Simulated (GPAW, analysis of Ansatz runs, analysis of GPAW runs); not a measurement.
# Local vibrational mode of the C-H pair in GaAs (PBE) (GPAW)

Aim: the local vibrational mode of the C-H pair in GaAs, to be set beside the measurement. Set-up: PBE, plane waves 500 eV, 32-site cell, PBE lattice, k: the zone centre alone. The model is a cell of 32 host atoms with C put on another atom's site and H put in between. The frequencies come from force constants among the defect atom and its neighbours, with the masses of the isotopes named.

Measured beforehand: C-H stretch, 1H: 2635.15 cm⁻¹, by infrared absorption (quoted in “Hydrogen in Compound Semiconductors”, 1993, E.E. Haller, quoting earlier work (1990)). C-D stretch, 2H: 1968.55 cm⁻¹, by infrared absorption (quoted in “Hydrogen in Compound Semiconductors”, 1993, E.E. Haller, quoting earlier work (1990)). The calculation is set beside it at the end.

Main program and level: GPAW 26.7.0; GPAW plane-wave PAW DFT, PBE; relaxation of all atoms of a defect supercell.

### 1. Set-up

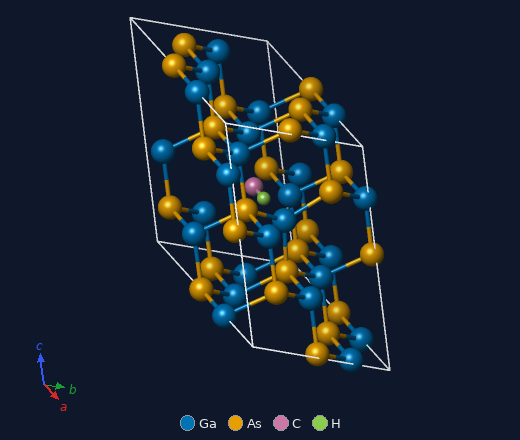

The cell as given, slightly off an axis (gallium blue, arsenic orange, carbon pink, hydrogen green). Some periodic images of atoms are drawn too.

The cell holds 33 atoms: 16 Ga, 15 As, 1 C and 1 H. Its edges and angles: a = 9.988 Å, b = 9.988 Å, c = 9.988 Å, α = 109.5°, β = 109.5°, γ = 109.5°. It derives from GaAs (space group F-43m). Nearest the centre at fractional (0.793, 0.500, 0.500): H33 at 0.43 Å, C31 at 0.67 Å, Ga3 at 2.51 Å, Ga15 at 2.67 Å, Ga16 at 2.69 Å, Ga10 at 2.69 Å, As19 at 3.71 Å, As18 at 3.74 Å.

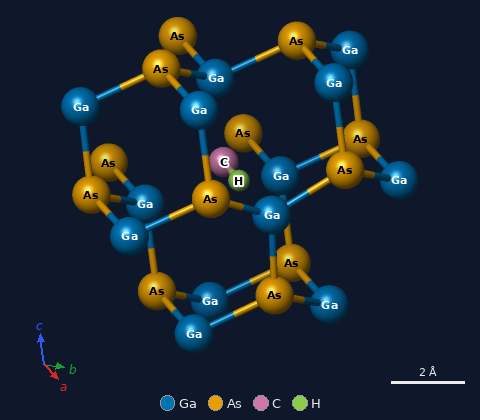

The atoms within 5 Å of the centre.

The host's primitive cell comes from a first run (GPAW plane-wave PAW DFT, PBE; relaxation of cell and atoms of a defect-free cell): vectors of 4.078, 4.078 and 4.078 Å. That is 23.97 Å³ an atom, 6.1 % over the diffraction cell's volume. The supercell is built on it.

### 2. Relaxation, charge 0

Every later number rests on the structure around the defect, so the atoms are relaxed at the host's lattice first.

run.py

```python
import numpy as np
from ase.io import read, write
from ase.parallel import parprint, world
from gpaw import GPAW, PW
from ase.optimize import BFGS

atoms = read('POSCAR')
calc = GPAW(mode=PW(500),
            xc='PBE',
            kpts={'size': (1, 1, 1), 'gamma': True},
            occupations={'name': 'fermi-dirac', 'width': 0.01},
            nbands=72,
            convergence={'density': 1e-05, 'forces': 0.001},
            maxiter=150,
            symmetry='off',
            txt='gpaw.txt')
atoms.calc = calc
opt = BFGS(atoms, trajectory='relax.traj', logfile='-')
done = opt.run(fmax=0.01, steps=80)
parprint('Converged:', done)
energy = atoms.get_potential_energy()
forces = atoms.get_forces()
parprint(f'Energy: {energy:.6f} eV, largest force {np.linalg.norm(forces, axis=1).max():.4f} eV/A')
calc.write('gs.gpw')
write('final.xyz', atoms)
for s in range(calc.get_number_of_spins()):
    parprint('Levels (eV), spin', s, calc.get_eigenvalues(kpt=0, spin=s)[-16:].round(3))
```

POSCAR

```
Ga As C  As H 
 1.0000000000000000
    -5.7666910817914703    5.7666910817914712   -5.7666910817914774
     5.7666910817914729    5.7666910817914792    5.7666910817914951
     5.7666910817914765   -5.7666910817914800   -5.7666910817914951
 Ga  As  C   As  H  
  16  14   1   1   1
Direct
 -0.0016290866572285 -0.0023748793649494 -0.0010589001816038
  0.0004116650792023  0.2483778124361579  0.7505588407758469
  0.0461013077087258  0.5024325555817991  0.5013602743764427
  0.0013586935262734  0.7518478874542801  0.2523198558946559
  0.2513703613170875  0.0003819480233179  0.7489483173533810
  0.2477969891035162  0.2487668783417878  0.4979836733260308
  0.2511556191101756  0.5014305834904988  0.2492895756570647
  0.2498956240517358  0.7478292254794829 -0.0006466005186944
  0.4992394839473568 -0.0023026415517149  0.4983967751717691
  0.4979612649094285  0.2485953331536370  0.2478002800750038
  0.4998269952947607  0.4979788383573013 -0.0015453134476809
  0.5000860201937176  0.7495725781046481  0.7518375593473143
  0.7487978724397907  0.0000164743536838  0.2479594654844108
  0.7505908652998508  0.2485632087483578 -0.0013353069936437
  0.7477153146013601  0.4995496884454221  0.7487659964492713
  0.7484731013302685  0.7506603121232746  0.4989028607917926
 -0.0011589385007169 -0.0020786022604556  0.7478642492077421
  0.0020613348579190  0.2515437740449519  0.5002307779953005
 -0.0015405086048063  0.4997652499864223  0.2508821677231888
 -0.0005571109375165  0.7517701108695646  0.0006723680497054
  0.2504764486577211 -0.0013359595101345  0.4984268710542488
  0.2510749983166638  0.2506176618123583  0.2487660741752840
  0.2520450649795299  0.4998728931533523  0.0008548269681962
  0.2503752635694971  0.7509174614741190  0.7522861995484469
  0.4988676027328834 -0.0023016679173283  0.2481643918026389
  0.5002218834428777  0.2519471912132393  0.0017127049659270
  0.4989628579834139  0.4988206485556908  0.7509653491235511
  0.5012069378848306  0.7514565155909311  0.5024342615059949
  0.7509408918169853  0.0023996370202604  0.0014467093525496
  0.7479817933065624  0.2488464480179411  0.7500721139842719
  0.7272762519100312  0.5018843521666486  0.5014666675514011
  0.7501525562538682  0.7515234793995678  0.2520189038212682
  0.8354824869163016  0.4976648270345956  0.4993769600257115
```

The run is started by

```console
> OMP_NUM_THREADS=1 mpirun -n 4 gpaw python run.py > stdout
```

Log:

```text
__  _  _
 | _ |_)|_||  |
 |__||  | ||/\| - 26.7.0

Input parameters:
  mode=PW(ecut=500.0),
  convergence={'density': 1e-05, 'forces': 0.001},
  kpts=MonkhorstPack(size=(1, 1, 1), gamma=True),
  maxiter=150,
  nbands=72,
  occupations=Occupations(name='fermi-dirac', width=0.01),
  symmetry=Symmetry(point_group=False, time_reversal=False),
  xc=XC(name='PBE')

Diagonalizing LCAO Hamiltonian
Converting LCAO to pw mode

                               Ga As

                                     Ga
                           As
                        Ga
                             As As
                             Ga
                 Ga As         Ga As
                    Ga   As       Ga
                      Ga            Ga As
             As           HC  As
                            Ga
                  As            As
               Ga            Ga  Ga
                       As
                    Ga
                         As As
                          Ga

Atoms  # Å, Bohr magnetons
|    | symbol |         x |         y |         z |    initial magnetic moments |
|----|--------|-----------|-----------|-----------|-----------------------------|
|  0 |     Ga | -0.010407 | -0.016983 |  0.001806 | ( 0.0000,  0.0000,  0.0000) |
|  1 |     Ga |  5.758185 | -2.893549 | -2.898297 | ( 0.0000,  0.0000,  0.0000) |
|  2 |     Ga |  5.522711 |  0.272036 | -0.259668 | ( 0.0000,  0.0000,  0.0000) |
|  3 |     Ga |  5.782890 |  2.888459 |  2.872789 | ( 0.0000,  0.0000,  0.0000) |
|  4 |     Ga |  2.871581 | -2.867176 | -5.766326 | ( 0.0000,  0.0000,  0.0000) |
|  5 |     Ga |  2.877311 | -0.008188 | -2.866125 | ( 0.0000,  0.0000,  0.0000) |
|  6 |     Ga |  2.880834 |  2.902356 |  0.005682 | ( 0.0000,  0.0000,  0.0000) |
|  7 |     Ga |  2.867701 |  5.757300 |  2.875158 | ( 0.0000,  0.0000,  0.0000) |
|  8 |     Ga | -0.018138 | -0.008419 | -5.766339 | ( 0.0000,  0.0000,  0.0000) |
|  9 |     Ga | -0.009029 |  2.876174 | -2.867004 | ( 0.0000,  0.0000,  0.0000) |
| 10 |     Ga | -0.019569 |  5.762949 | -0.001746 | ( 0.0000,  0.0000,  0.0000) |
| 11 |     Ga |  5.774327 |  2.870780 | -2.896903 | ( 0.0000,  0.0000,  0.0000) |
| 12 |     Ga | -2.888085 |  2.888275 | -5.747897 | ( 0.0000,  0.0000,  0.0000) |
| 13 |     Ga | -2.902739 |  5.769513 | -2.887338 | ( 0.0000,  0.0000,  0.0000) |
| 14 |     Ga |  2.886808 |  2.874690 | -5.748997 | ( 0.0000,  0.0000,  0.0000) |
| 15 |     Ga |  2.889632 |  5.768021 | -2.864406 | ( 0.0000,  0.0000,  0.0000) |
| 16 |     As |  4.307399 | -4.331372 | -4.318006 | ( 0.0000,  0.0000,  0.0000) |
| 17 |     As |  4.323365 | -1.422214 | -1.445988 | ( 0.0000,  0.0000,  0.0000) |
| 18 |     As |  4.337635 |  1.426348 |  1.444115 | ( 0.0000,  0.0000,  0.0000) |
| 19 |     As |  4.342316 |  4.328136 |  4.334561 | ( 0.0000,  0.0000,  0.0000) |
| 20 |     As |  1.422149 | -1.437558 | -4.326398 | ( 0.0000,  0.0000,  0.0000) |
| 21 |     As |  1.431920 |  1.458549 | -1.437194 | ( 0.0000,  0.0000,  0.0000) |
| 22 |     As |  1.434076 |  4.331149 |  1.424217 | ( 0.0000,  0.0000,  0.0000) |
| 23 |     As |  7.224674 |  1.435944 | -1.451730 | ( 0.0000,  0.0000,  0.0000) |
| 24 |     As | -1.459001 |  1.432455 | -4.321176 | ( 0.0000,  0.0000,  0.0000) |
| 25 |     As | -1.421847 |  4.327650 | -1.441600 | ( 0.0000,  0.0000,  0.0000) |
| 26 |     As |  4.329765 |  1.423324 | -4.331405 | ( 0.0000,  0.0000,  0.0000) |
| 27 |     As |  4.340495 |  4.326340 | -1.454271 | ( 0.0000,  0.0000,  0.0000) |
| 28 |     As | -4.308263 |  4.335939 | -4.324949 | ( 0.0000,  0.0000,  0.0000) |
| 29 |     As |  1.447075 |  1.422966 | -7.203794 | ( 0.0000,  0.0000,  0.0000) |
| 30 |      C |  1.592038 |  4.196386 | -4.191569 | ( 0.0000,  0.0000,  0.0000) |
| 31 |     As |  1.461221 |  7.206387 | -1.445409 | ( 0.0000,  0.0000,  0.0000) |
| 32 |      H |  0.931663 |  4.808096 | -4.827843 | ( 0.0000,  0.0000,  0.0000) |

Unit cell  # Å
| periodic |         x |         y |         z |  lengths |     angles |
|----------|-----------|-----------|-----------|----------|------------|
|      yes | -5.766691 |  5.766691 | -5.766691 | 9.988202 | 109.471221 |
|      yes |  5.766691 |  5.766691 |  5.766691 | 9.988202 | 109.471221 |
|      yes |  5.766691 | -5.766691 | -5.766691 | 9.988202 | 109.471221 |

Number of symmetries: 1
Symmetry operations  # r_c * U_cc + t_c -> r_c
|   | kind |            matrix            |
|---|------|------------------------------|
| 0 |  E   |  1, 0, 0,  0, 1, 0,  0, 0, 1 |

BZ-sampling:
  Number of BZ points: 1
  Number of IBZ points: 1

  Monkhorst-Pack size: [1, 1, 1]
  Monkhorst-Pack shift: [0, 0, 0]

K-points  # in reciprocal-cell coordinates
|   |                                coordinates |     weight |
|---|--------------------------------------------|------------|
| 0 | (  0.00000000,   0.00000000,   0.00000000) | 1.00000000 |

Plane wave coefficients: 9739
Cutoff: 500.0 eV

Spin-components: 1 (collinear spins)
Bands:           72
Projectors:      163
Spin-degeneracy: 2
Datatype:        float64

Density:
  Valence electrons: 128.0
  Components: 1
  Grid points: [54 54 54]
  Charge: 0.0  # |e|

Potential:
  Grid points: [54 54 54]

species:
  Ga:
    name:    Gallium
    Z:       31.0
    valence: 3
    core:    28
    charge:  0.0  # [|e|]
    compensation charges:
      type: gauss
      rc: 0.37  # [Å]
      lmax: 2
    cutoffs:
      filter: 2.06  # [Å]
      core: 4.17  # [Å]
    projectors
    | kind |    occ | energy [eV] | rcut [Å] |
    |------|--------|-------------|----------|
    |   4s |  2.000 |      -8.945 |    1.164 |
    |   4p |  1.000 |      -2.580 |    1.164 |
    |    s |        |      18.266 |    1.164 |
    |    p |        |      24.631 |    1.164 |
    |    d |        |       0.000 |    1.164 |

    Using partial waves for Ga as LCAO basis

  As:
    name:    Arsenic
    Z:       33.0
    valence: 5
    core:    28
    charge:  0.0  # [|e|]
    compensation charges:
      type: gauss
      rc: 0.33  # [Å]
      lmax: 2
    cutoffs:
      filter: 1.87  # [Å]
      core: 2.96  # [Å]
    projectors
    | kind |    occ | energy [eV] | rcut [Å] |
    |------|--------|-------------|----------|
    |   4s |  2.000 |     -14.487 |    1.058 |
    |   4p |  3.000 |      -5.196 |    1.058 |
    |    s |        |      12.725 |    1.058 |
    |    p |        |      22.016 |    1.058 |
    |    d |        |       0.000 |    1.058 |

    Using partial waves for As as LCAO basis

  C:
    name:    Carbon
    Z:       6.0
    valence: 4
    core:    2
    charge:  0.0  # [|e|]
    compensation charges:
      type: gauss
[...]
| 30 |      C |  1.650187 |  4.112591 | -4.114526 | ( 0.0000,  0.0000,  0.0000) |
[...]
| 32 |      H |  1.013599 |  4.745794 | -4.750538 | ( 0.0000,  0.0000,  0.0000) |

Unit cell  # Å
| periodic |         x |         y |         z |  lengths |     angles |
|----------|-----------|-----------|-----------|----------|------------|
|      yes | -5.766691 |  5.766691 | -5.766691 | 9.988202 | 109.471221 |
|      yes |  5.766691 |  5.766691 |  5.766691 | 9.988202 | 109.471221 |
|      yes |  5.766691 | -5.766691 | -5.766691 | 9.988202 | 109.471221 |

Initialization done in: 0.733 s

convergence criteria:
- Maximum integral of absolute [dens]ity change: 1e-05 electrons / valence electron
- Maximum change in the atomic [forces] across last 2 cycles: 0.001 eV/Ang OR
Maximum error relative to the maximum force is below inf
- Maximum [total energy] change in last 3 cyles: 0.0005 eV / valence electron
- Maximum integral of absolute [eigenst]ate change: 4e-08 eV^2 / valence electron
maximum number of iterations: 150

SCF iterations
|iter     | |      energy | eigst |  dens |force |
|---------|-|-------------|-------|-------|------|
|iter:   1| | -133.540835c| -5.88 |       |      |
|iter:   2| | -133.540834c| -7.41c| -3.86 |      |
|iter:   3| | -133.540834c| -6.88 | -3.91 |      |
|iter:   4| | -133.540831c| -7.78c| -4.27 |      |
|iter:   5| | -133.540833c| -7.87c| -4.62 |      |
|iter:   6| | -133.540832c| -8.21c| -5.00 |      |
|iter:   7| | -133.540832c| -8.87c| -5.44c|-1.97 |
|iter:   8| | -133.540832c| -9.38c| -5.75c|-3.38c|

Converged in 8 steps
SCF loop duration: 9.007 s (1.126 s/step)
Energy contributions relative to reference atoms: (reference = -1769739.466743)

Energy contributions:
  Kinetic:         287.594328
  Coulomb:        -255.006881
  Zero:              0.321070
  External:          0.000000
  Xc:             -166.446893
  Entropy:          -0.004911
  Spinorbit:         0.000000
  ----------------------------
  Free energy:    -133.543287
  Extrapolated:   -133.540832

dipole moment: (-79.862102, 79.438071, -79.622149)  # |e|*Ang

Fermi level: 4.238
Eigenvalues  # (at kpt = [0.000, 0.000, 0.000])
| band index |      eig [eV] | occ [0-2] |
|------------|---------------|-----------|
[...]
|        ... |               |           |
[...]
Gap: 0.081 eV
Transition (v -> c):
  (s=0, k=0, n=63, [0.00, 0.00, 0.00]) -> (s=0, k=0, n=64, [0.00, 0.00, 0.00])
No difference between direct/indirect transitions

Forces  # eV/Ang
|        x |        y |        z |
|----------|----------|----------|
[...]
Ga As

                                     Ga
                           As
                        Ga
                             As As
                             Ga
                 Ga As            As
                    Ga         Ga Ga
                       GaAs         Ga As
             As           HC  As
                            Ga
                  As         Ga As
               Ga                Ga
                       As
                     Ga  As
                            As
                          Ga

Atoms  # Å, Bohr magnetons
|    | symbol |         x |         y |         z |    initial magnetic moments |
|----|--------|-----------|-----------|-----------|-----------------------------|
[...]
|  8 |     Ga | -0.030637 |  0.042068 | -5.795983 | ( 0.0000,  0.0000,  0.0000) |
|  9 |     Ga |  0.277373 |  3.018210 | -3.019073 | ( 0.0000,  0.0000,  0.0000) |
| 10 |     Ga | -0.029482 |  5.795254 | -0.043245 | ( 0.0000,  0.0000,  0.0000) |
| 11 |     Ga |  5.751676 |  2.909568 | -2.910926 | ( 0.0000,  0.0000,  0.0000) |
| 12 |     Ga | -2.900423 |  2.834082 | -5.753193 | ( 0.0000,  0.0000,  0.0000) |
| 13 |     Ga | -2.900805 |  5.753556 | -2.835508 | ( 0.0000,  0.0000,  0.0000) |
| 14 |     Ga |  2.744636 |  3.018503 | -5.488145 | ( 0.0000,  0.0000,  0.0000) |
| 15 |     Ga |  2.744502 |  5.487591 | -3.021547 | ( 0.0000,  0.0000,  0.0000) |
[...]
| 23 |     As |  7.252951 |  1.478321 | -1.479208 | ( 0.0000,  0.0000,  0.0000) |
| 24 |     As | -1.372489 |  1.506286 | -4.292901 | ( 0.0000,  0.0000,  0.0000) |
| 25 |     As | -1.372091 |  4.293567 | -1.508038 | ( 0.0000,  0.0000,  0.0000) |
| 26 |     As |  4.316841 |  1.447584 | -4.323711 | ( 0.0000,  0.0000,  0.0000) |
| 27 |     As |  4.316465 |  4.322689 | -1.449562 | ( 0.0000,  0.0000,  0.0000) |
| 28 |     As | -4.335318 |  4.346141 | -4.346918 | ( 0.0000,  0.0000,  0.0000) |
| 29 |     As |  1.471793 |  1.506569 | -7.138659 | ( 0.0000,  0.0000,  0.0000) |
| 30 |      C |  1.650043 |  4.112689 | -4.114494 | ( 0.0000,  0.0000,  0.0000) |
| 31 |     As |  1.472948 |  7.137842 | -1.507504 | ( 0.0000,  0.0000,  0.0000) |
| 32 |      H |  1.013319 |  4.746270 | -4.750854 | ( 0.0000,  0.0000,  0.0000) |

Unit cell  # Å
| periodic |         x |         y |         z |  lengths |     angles |
|----------|-----------|-----------|-----------|----------|------------|
|      yes | -5.766691 |  5.766691 | -5.766691 | 9.988202 | 109.471221 |
|      yes |  5.766691 |  5.766691 |  5.766691 | 9.988202 | 109.471221 |
|      yes |  5.766691 | -5.766691 | -5.766691 | 9.988202 | 109.471221 |

Initialization done in: 0.828 s

convergence criteria:
- Maximum integral of absolute [dens]ity change: 1e-05 electrons / valence electron
- Maximum change in the atomic [forces] across last 2 cycles: 0.001 eV/Ang OR
Maximum error relative to the maximum force is below inf
- Maximum [total energy] change in last 3 cyles: 0.0005 eV / valence electron
- Maximum integral of absolute [eigenst]ate change: 4e-08 eV^2 / valence electron
maximum number of iterations: 150

SCF iterations
|iter     | |      energy | eigst |  dens |force |
|---------|-|-------------|-------|-------|------|
|iter:   1| | -133.540833c| -6.42 |       |      |
|iter:   2| | -133.540834c| -7.95c| -4.15 |      |
|iter:   3| | -133.540838c| -7.11 | -4.21 |      |
|iter:   4| | -133.540835c| -7.58c| -4.54 |      |
|iter:   5| | -133.540835c| -7.94c| -4.86 |      |
|iter:   6| | -133.540836c| -8.57c| -5.33c|-1.81 |
|iter:   7| | -133.540836c| -9.06c| -5.68c|-3.33c|

Converged in 7 steps
SCF loop duration: 8.376 s (1.197 s/step)
Energy contributions relative to reference atoms: (reference = -1769739.466743)

Energy contributions:
  Kinetic:         287.560351
  Coulomb:        -254.978449
  Zero:              0.321060
  External:          0.000000
  Xc:             -166.441332
  Entropy:          -0.004930
  Spinorbit:         0.000000
  ----------------------------
  Free energy:    -133.543301
  Extrapolated:   -133.540836

dipole moment: (-79.854249, 79.431100, -79.615141)  # |e|*Ang

Fermi level: 4.239
Eigenvalues  # (at kpt = [0.000, 0.000, 0.000])
| band index |      eig [eV] | occ [0-2] |
|------------|---------------|-----------|
[...]
|        ... |               |           |
[...]
|         64 |         4.275 |     0.049 |
|         65 |         5.392 |     0.000 |
|         66 |         5.713 |     0.000 |
|         67 |         5.785 |     0.000 |
|         68 |         5.786 |     0.000 |
|         69 |         5.980 |     0.000 |
|         70 |         5.980 |     0.000 |
|         71 |         6.428 |     0.000 |

Gap: 0.081 eV
Transition (v -> c):
  (s=0, k=0, n=63, [0.00, 0.00, 0.00]) -> (s=0, k=0, n=64, [0.00, 0.00, 0.00])
No difference between direct/indirect transitions

Forces  # eV/Ang
|        x |        y |        z |
|----------|----------|----------|
[...]
|  0.00074 | -0.00169 | -0.00028 |  # As  25
|  0.00043 |  0.00104 |  0.00619 |  # As  26
| -0.00142 | -0.00349 | -0.00194 |  # As  27
| -0.00139 |  0.00102 | -0.00049 |  # As  28
| -0.00105 | -0.00035 | -0.00024 |  # As  29
|  0.00140 |  0.00071 | -0.00212 |  # C   30
|  0.00027 |  0.00007 | -0.00129 |  # As  31
| -0.00467 |  0.00657 | -0.00351 |  # H   32

# Writing to gs.gpw (mode='')
```

Elapsed: 6.1 min, on 4 MPI ranks of Arm Neoverse V1, shared host; peak memory 1.1 GiB; 24 min of CPU time.

The run converged, but on settings that a careful run would not use, so its numbers are not the defect's.

[end of part 1 of 2]

[Logs are printed without paths, hosts, clocks, repeated set-up lines and the standing remarks that a program may print on its own settings, such as how far it seeks lower states.]

[Hosts, paths, dates, database ids (printed as entryN), source tags and the programs' standing remarks are cut or masked in the printed files.]

[For some hosts the program warned that the k-mesh of the response run may be too coarse for force constants and the static dielectric constant; such warnings are not shown here.]
